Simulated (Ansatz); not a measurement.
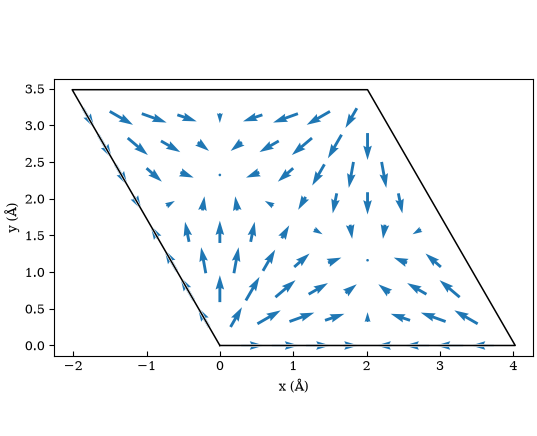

A bilayer of two InSe sheets (8 atoms in the cell). 
- The upper layer of a bilayer is slid over the lower one; relaxed at each slide: nothing; the origin of the map has Se5 above Se4; the distance between the facing planes is held at 3.51 Å.
- Places are given modulo a cell vector. The map is drawn in real space over the plane of the slide.
- Grid: 9 × 9 points; 12 points were computed and 69 follow by symmetry.
- At a held distance the lowest stacking need not be the one that binds best once the distance relaxes.
- The calculation used DFT PBE+D3(BJ), scalar-relativistic, plane waves, PAW in Ansatz. Settings: cutoff 420 eV, k-mesh 9×9×1, gaussian smearing 0.05 eV, no spin polarisation.

In the figure: arrows along the force (downhill), their lengths compressed, the outline of one cell of the plane.

> The arrows alone are given. Where are the wells?

The arrows converge at (3/9, 6/9) of the cell vectors; (6/9, 3/9) of the cell vectors (read from the interpolated surface).

The energy map of the same scan:

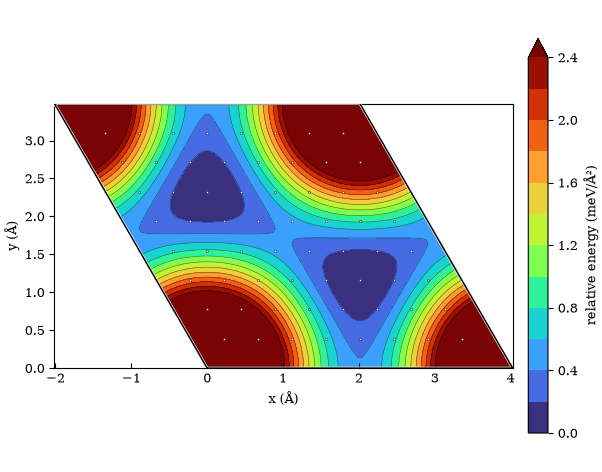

Energies are in meV/Å², from the lowest grid point; between grid points the surface is interpolated.

PAW datasets: the set soft_1.
